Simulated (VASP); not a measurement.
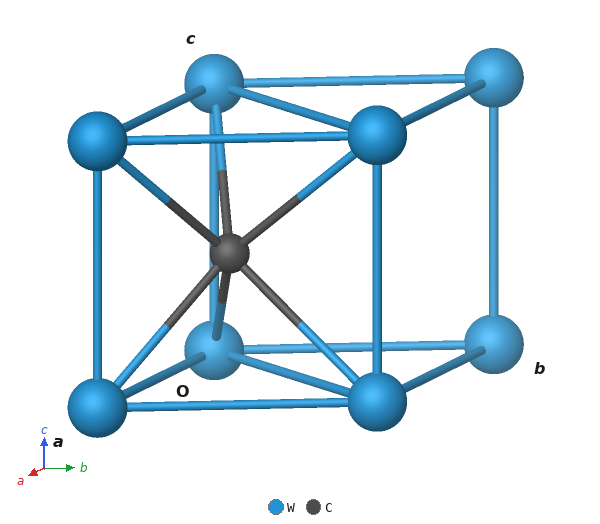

Crystal: WC, the geometry relaxed with VASP, VASP Kohn-Sham DFT of a periodic cell, vdW-DF, VASP PAW PBE potentials, recommended. One unit cell is drawn above. All values are computed from the atomic coordinates in the standard setting (tolerance 0.002 Å).

```
W C
1.0
     2.95139    0.00000    0.00000
    -1.47570    2.55598    0.00000
     0.00000    0.00000    2.87313
W C
1 1
Direct
  0.00000 0.00000 0.00000
  0.66667 0.33333 0.50000
```

Q: What is its point group?

A: -6m2 (D3h), order 12, hexagonal system: one −6 axis, three twofold axes, four mirror planes.

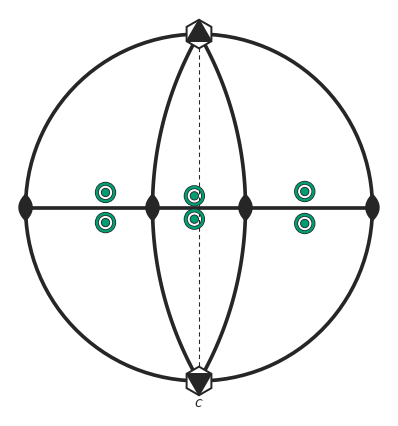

Stereographic projection: filled dots lie in the upper hemisphere, open rings in the lower; heavy lines are mirror planes (a heavy rim: a mirror in the plane of the page); lens, triangle, square and hexagon are 2-, 3-, 4- and 6-fold axes, a lens in an open square is −4, a triangle in an open hexagon −6; thin dashed diameters join the ends of axes that lie in the page; a small open circle marks inversion. The poles are one general form. The b axis points at the viewer.

Q: What does this class allow?

A: Class -6m2 is not centrosymmetric; not polar, but piezoelectricity is allowed; it is not chiral. Its Laue class is 6/mmm.
